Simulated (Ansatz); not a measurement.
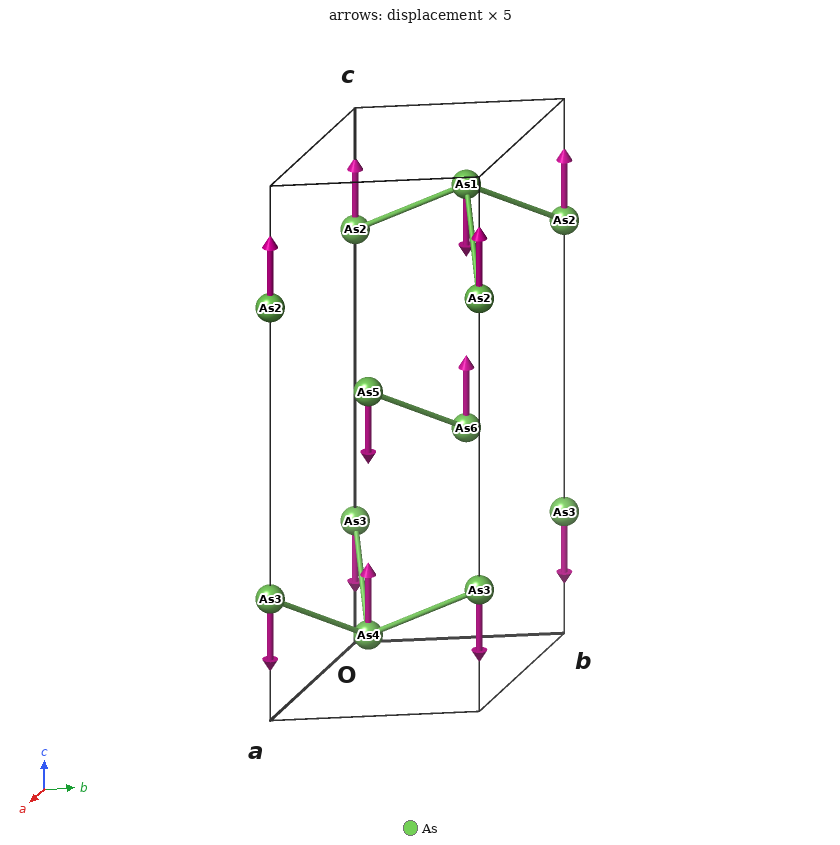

For As, a calculation's input that goes back to an entry of the Crystallography Open Database (an earlier step may have relaxed or displaced it): the structure has space group R-3m, No. 166, hexagonal axes, but lies close to a more symmetric one; the arrows, set on the atoms' surfaces, show each atom's displacement from its place in that idealised structure, magnified. Symmetry computed with spglib at a tolerance of 0.002 Å; standard conventional cell.

```yaml
crystal:
  lattice:
    - [3.75950, 0.00000, 0.00000]
    - [-1.87975, 3.25582, 0.00000]
    - [0.00000, 0.00000, 10.45731]
  atoms:
    - { symbol: As, position: [0.33333, 0.66667, 0.89421] }
    - { symbol: As, position: [0.00000, 0.00000, 0.77246] }
    - { symbol: As, position: [0.00000, 0.00000, 0.22754] }
    - { symbol: As, position: [0.66667, 0.33333, 0.10579] }
    - { symbol: As, position: [0.66667, 0.33333, 0.56087] }
    - { symbol: As, position: [0.33333, 0.66667, 0.43913] }
```

Q: Which is the most symmetric group that a search with looser tolerances finds (in steps up to 1 Å, at an angle tolerance of 8°, moving no atom by more than 0.6 Å)?

A: R-3m (No. 166), trigonal, found at a tolerance of 1.00 Å. The actual group is a subgroup of index 2: the point group is kept and the translations a factor 2.

Q: How large is the distortion?

A: Largest displacements (atoms of each element counted in list order): As3 0.23 Å, As4 0.23 Å, As2 0.23 Å, As1 0.23 Å; root mean square 0.23 Å; the largest principal strain of the cell against the idealised metric is under 0.05 %.
